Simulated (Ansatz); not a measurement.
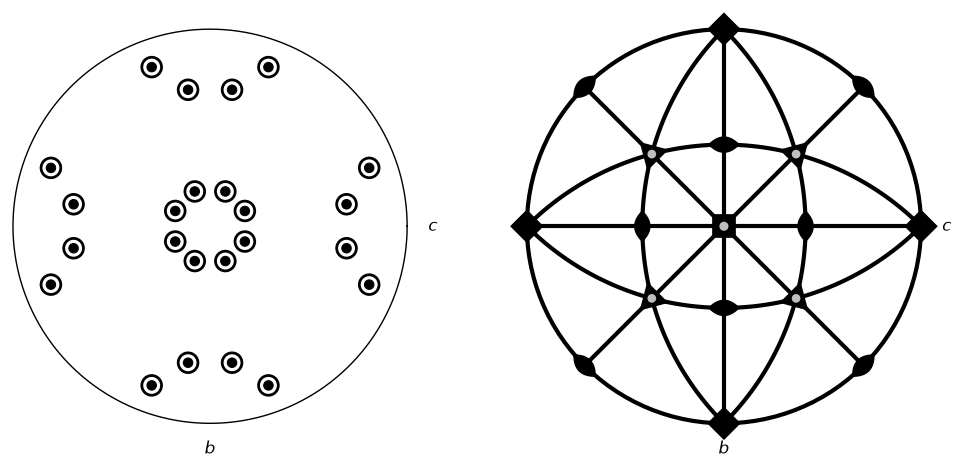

Stereographic projection: filled dots lie in the upper hemisphere, open rings in the lower; heavy lines are mirror planes (a heavy rim: a mirror in the plane of the page); lens, triangle, square and hexagon are 2-, 3-, 4- and 6-fold axes, a lens in an open square is −4, a triangle in an open hexagon −6; thin dashed diameters join the ends of axes that lie in the page; a small open circle marks inversion. The a axis points at the viewer. Left: one general form; right: the symmetry elements. Computed from the symmetry operations of a computed or model structure of composition Lu, which need not be its known form.

Q: Which point group is this?

A: m-3m (Oh), order 48, cubic system: three fourfold axes, four threefold axes, six twofold axes, nine mirror planes, an inversion centre.

Q: Which physical properties does it allow?

A: It is centrosymmetric, so neither piezoelectric nor pyroelectric; it is not chiral.
